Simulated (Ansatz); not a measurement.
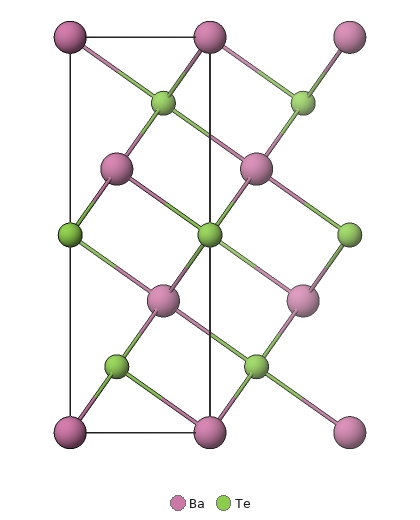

The picture looks along a close-packed row of the hexagonal mesh; [111] points upwards. Every atom sits on one of the three columns of the mesh; call them A, B, C in the order in which they first turn up. The box is the hexagonal cell of the face-centred cubic lattice. The sequence starts with the first layer at or above the cell's origin.

The compound is BaTe, taken as the geometry relaxed with DFT PBE+D3(BJ), scalar-relativistic, plane waves, PAW in Ansatz 0.2.0.

**Give the sequence of layers in one repeat, with element and column.**

Ba(A) – Te(B) – Ba(C) – Te(A) – Ba(B) – Te(C) (six layers in 12.07 Å).

**How are the Te layers alone stacked?**

Te layers alone: BAC, the cubic close-packed type.

**Which positions between or in the Te layers do the other atoms fill?**

Ba: three octahedral sites (per hexagonal cell).

Heights of the layers:

```tsv
layer	atoms (column)	height (Å)	to next (Å)
1	Ba(A)	0.00	2.01
2	Te(B)	2.01	2.01
3	Ba(C)	4.02	2.01
4	Te(A)	6.03	2.01
5	Ba(B)	8.05	2.01
6	Te(C)	10.06	2.01
```
